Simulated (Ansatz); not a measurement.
**Energy of Ta2N along a strain of the cell**

System: Ta2N (3 atoms in the cell).
Method: DFT PBEsol, scalar-relativistic, plane waves, PAW, PAW set soft_1, no spin polarisation (Ansatz 0.2.0).

The 8 runs differ only in the geometry, by a strain of the cell at fixed fractional positions. Against run 4, the strain is εzz = η. The structure derives from a Materials Project entry.

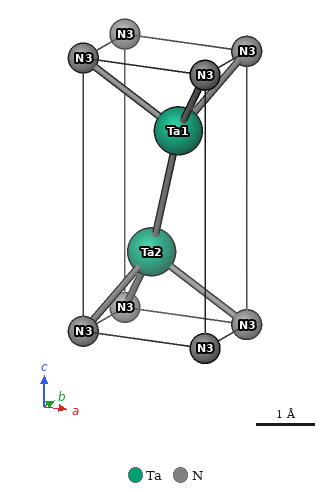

Figure 1. The structure of run 4 (ball-and-stick view of the cell of the calculation, seen slightly off an axis; atoms are numbered from 1 in the order of the input). An atom can appear more than once, as a periodic image.

### Input of run 4
```yaml
crystal:
  lattice:
    - [3.078259549, -0.1077390842, 0.0]
    - [-1.6324345584, 2.7197205109, 0.0]
    - [0.0, 0.0, 4.823932937]
  atoms:
    - { symbol: Ta, position: [0.6666666667, 0.3333333333, 0.7463700642] }
    - { symbol: Ta, position: [0.3333333333, 0.6666666667, 0.2536299358] }
    - { symbol: "N", position: [0.0, 0.0, 0.0] }
basis:
  ecutwfc: 520.0
kpoints:
  mp_grid: { grid: [15, 15, 8] }
hamiltonian:
  xc: pbesol
  pseudopotentials: { kind: paw, azcp: { folder: soft_1 } }
scf:
  occupations: { method: gaussian, width: 0.15 }
output:
  forces: true
  stress: true
  eigenvalues: true
```

Command:
```bash
ansatz run input.yaml --threads 2 --pin off --max-ram 4096MiB --backend cpu --events-out ev --progress --plain --runs-dir out
```

Lattice vectors (Å) and fractional positions of run 4:
```
   3.078260   -0.107739    0.000000
  -1.632435    2.719721    0.000000
   0.000000    0.000000    4.823933
Ta  0.666667  0.333333  0.746370
Ta  0.333333  0.666667  0.253630
N   0.000000  0.000000  0.000000
```

Run 7 differs from it as follows:
```diff
-    - [0.0, 0.0, 4.823932937]
+    - [0.0, 0.0, 5.0771894162]
```

### Results, with one run withheld

```csv
run,strain parameter η (%),"free energy per atom, from the lowest run given (meV)",pressure (GPa)
1,−7.0000,114.08,27.78
2,−3.5000,28.07,13.25
3,−1.7500,7.57,6.98
4,0.0000,0.00,1.31
5,1.7500,3.86,−3.81
6,3.5000,17.81,−8.42
7,5.2500,?,?
8,7.0000,71.39,−16.28
```

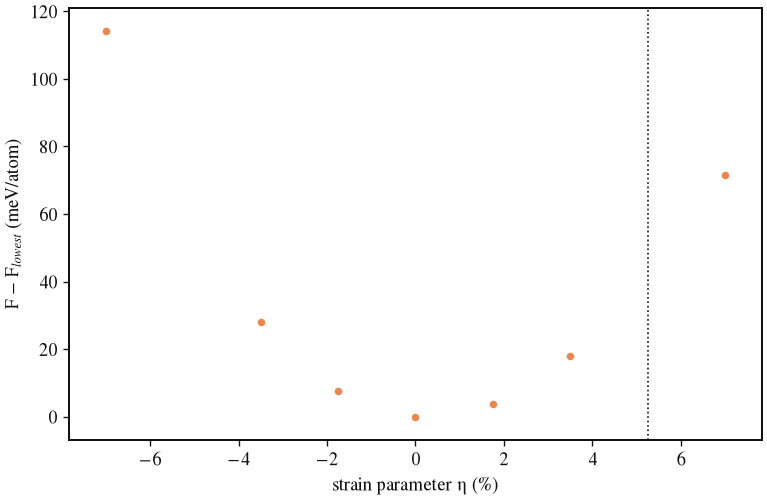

Figure 2. Free energy per atom of the runs given; the dotted line marks run 7.

Fit the runs given and predict run 7.

A cubic polynomial in the coordinate, fitted to the 7 runs given, misses them by at most 0.15 meV per atom. With x = η − 0.0000, it reads F = −0.12918 − 0.93489 x + 1.8945 x² − 0.043153 x³ (meV per atom). At run 7 it gives 40.94 meV per atom, and the run itself gives 40.67. The fit has its minimum at η = 0.2489 %.

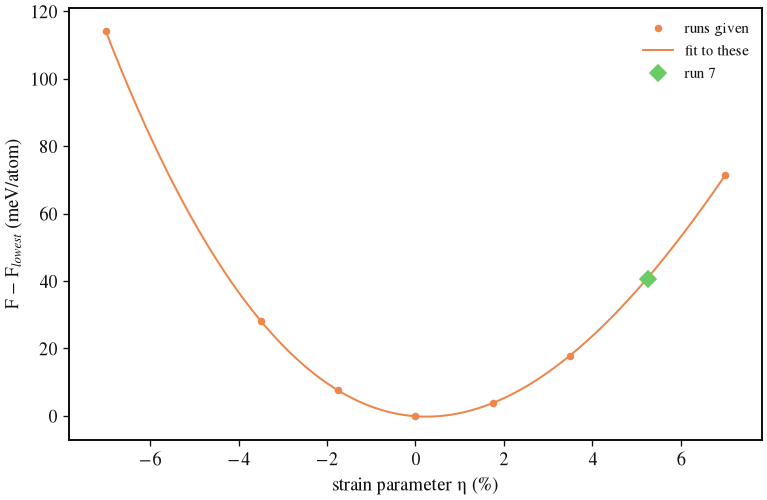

Figure 3. The fit and the withheld run.

### Output, shortened to warnings, some set-up lines, iterations and results (run 7)
```
Warning: [file] the record states the generating functional pbe (its physics header spells it `PBE`), which answers neither for hamiltonian.xc's functional nor for the pbesol family's — results may be inconsistent (PPs are generated against a specific XC)
Warning: [file] the record states the generating functional pbe (its physics header spells it `PBE`), which answers neither for hamiltonian.xc's functional nor for the pbesol family's — results may be inconsistent (PPs are generated against a specific XC)
Basis set: ecut = 520 eV, 1113 PW (Γ), exchange–correlation on 48×48×80 points (8 copies of the dense FFT grid, shifted against one another)
Symmetry: 2 space group operations
k-points: 901 of 1800
Initial density: superposition of atomic densities (chi_scale 0.1, normalization cell, long waves kept (reshape's long-wave potential 0.09 eV rms))
[...]
SCF iter   1: F=—  HF=-19996.958903 eV  |F-HF|=—  |Δ(HF+E_count)|=         —  Δρ=6.14e-2  dr2=4.44e0  ethr=3.10e-3  ⟨swp⟩=4.6  Hψ=69847  notcnv=0
SCF iter   2: F=—  HF=-19996.359250 eV  |F-HF|=—  |Δ(HF+E_count)|=   6.00e-1  Δρ=3.46e-2  dr2=1.67e0  ethr=3.10e-3  ⟨swp⟩=2.1  Hψ=30315  notcnv=0  defer=149
SCF iter   3: F=—  HF=-19995.970741 eV  |F-HF|=—  |Δ(HF+E_count)|=   3.89e-1  Δρ=1.73e-2  dr2=3.05e-1  ethr=3.10e-3  ⟨swp⟩=2.1  Hψ=28219  notcnv=0  defer=149
SCF iter   4: F=—  HF=-19995.906990 eV  |F-HF|=—  |Δ(HF+E_count)|=   6.38e-2  Δρ=3.77e-3  dr2=6.87e-3  ethr=9.84e-4  ⟨swp⟩=2.0  Hψ=29183  notcnv=0  defer=155
SCF iter   5: F=—  HF=-19995.904875 eV  |F-HF|=—  |Δ(HF+E_count)|=   2.12e-3  Δρ=5.08e-4  dr2=8.25e-5  ethr=2.22e-5  ⟨swp⟩=2.0  Hψ=23964  notcnv=0  defer=155
SCF iter   6: F=—  HF=-19995.904859 eV  |F-HF|=—  |Δ(HF+E_count)|=   1.62e-5  Δρ=1.18e-4  dr2=6.12e-6  ethr=2.66e-7  ⟨swp⟩=2.4  Hψ=25959  notcnv=0  defer=155
SCF iter   7: F=—  HF=-19995.904858 eV  |F-HF|=—  |Δ(HF+E_count)|=   1.34e-6  Δρ=2.20e-5  dr2=2.47e-7  ethr=1.97e-8  ⟨swp⟩=2.2  Hψ=23774  notcnv=0  defer=155
SCF iter   8: F=-19995.904858 eV  HF=-19995.904858 eV  |F-HF|=3.25e-9  |Δ(HF+E_count)|=   6.57e-8  Δρ=4.26e-6  dr2=6.71e-9  ethr=3.23e-10  ⟨swp⟩=6.4  Hψ=77642  notcnv=0
SCF 1 converged in 8 iterations: F = -19995.904858 eV  dr2 = 6.71e-9
SCF converged after 8 iterations
Free energy (F): -19995.904858 eV
Harris-Foulkes:  -19995.904858 eV  (|F-HF|=3.25e-9)
Internal energy: -19995.889217 eV  (E = F + TS)
E sigma→0 (E₀):  -19995.897037 eV
Entropy (-TS):   -0.015641 eV (-5.214 meV/atom)
Fermi energy:    18.869254 eV
--- Per-component energies (eV) ---
  E_band       = -200.335325
  E_kinetic    = 911.182500
  E_local      = -1273.226254  (includes V_loc(G=0)·N_el)
  E_nonlocal   = 17.452518
  E_hartree    = 457.659635
  E_xc         = -695.837989
  E_vxc        = -541.098083  (∫ρ·V_xc dr)
  E_paw        = -16485.591769  (= ΣΔE_a)
  E_vpaw       = -229.966256  (= ΣTr[D̂ρ^β])
  E_aug_tail   = 0.000054  (compensation charges beyond the density's cutoff)
  E_ewald      = -2927.983438
  E_core_change = 0.455524  (= ΣΔE_core)
  E_smearing   = -0.015641  (= −TS)
  E_closure    = 0.000000  (closes the sum)
  Σ components = -19995.904858   (vs F -19995.904858, Δ=0.00e0)
--- Forces (eV/Å), atoms counted from 1 ---
  atom   1  Ta     0.10452136    -0.00909184    -0.14060443
  atom   2  Ta    -0.10452136     0.00909184     0.14060443
  atom   3  N      0.00000000     0.00000000     0.00000000
  max |Σ_I F_I| component: 0.00e0 eV/Å
--- Stress (GPa, compression-positive) ---
       -9.429032       9.286181      -3.351684
        9.286181      -9.540623      -0.194438
       -3.351684      -0.194438     -18.719886
  P = ⅓ Tr σ = -12.5632 GPa (-125.632 kbar)
```

Warnings of the run: the PAW datasets were made with another functional. Spin–orbit coupling is left out, which matters for Ta. The cell holds an odd number of electrons but the run has no spin polarisation, so a band is left half filled.
